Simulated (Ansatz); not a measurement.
# Al₂GaAs₃: what the fields show

```
Al Ga As
1.0
     4.05395    0.00000    0.00000
    -2.02698    3.51082    0.00000
     0.00000    0.00000    9.93483
Al Ga As
2 1 3
Direct
  0.33333 0.66667 0.66672
  0.66667 0.33333 0.33369
  0.00000 0.00000 0.99958
  0.00000 0.00000 0.74916
  0.33333 0.66667 0.41669
  0.66667 0.33333 0.08415
```

Space group P3m1; a structure generated by program, which may or may not match a known phase.

Method: DFT PBE, scalar-relativistic, plane waves, PAW in Ansatz 0.2.0.

In a PAW calculation such maps are meaningful between the atoms, not at the nuclei.

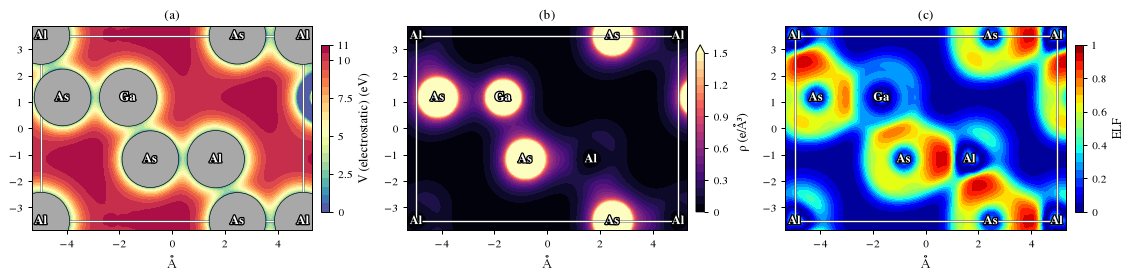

Figure 1. (a) electrostatic potential energy of an electron; (b) valence electron density; (c) ELF on the (110) plane of the conventional cell. Grey discs cover the atomic cores in the potential map.

Question: What does the map show?

Answer:
- Atoms in the plane: Al, Ga and As.
- Al–As (2.48 Å): the density is about 0.47 e/Å³ at the midpoint; the ELF peaks at about 0.95 between the atoms (a shared electron pair).
- Ga–As (2.49 Å): the density is about 0.47 e/Å³ at the midpoint; the ELF peaks at about 0.80 between the atoms (a covalent bond).
- Between the atoms the lowest density in this plane is 0.01 e/Å³.
- Outside the cores the potential energy rises away from the atoms and is highest about 2.5 Å from the nearest atoms; its zero is arbitrary.

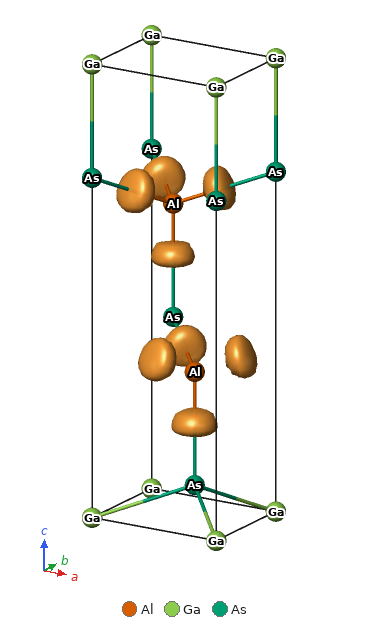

Figure 2. Isosurface of the ELF at 0.85 (orange), seen slightly off an axis. Only the valence region is drawn (cores and ρ < 0.01 e/Å³ removed). Sticks mark near contacts.

Question: Identify the bonds, lone pairs and shells in this picture.

Answer: At this value the surface marks out eight regions between bonded Al–As atoms (shared pairs), counted in one cell of 6 atoms. Any copies at cell faces, edges or corners count once.

Question: Which way does charge flow, and how much by Bader's partition?

Answer: Electrons move from Al and Ga towards As. Bader charges: Al +1.94, Ga +0.68 and As −1.94 to −1.00 e.

Question: Does the calculation give a band gap?

Answer: It is gapped, with a Kohn–Sham gap of 0.95 eV on the k-point mesh, an upper bound to the gap of this method.
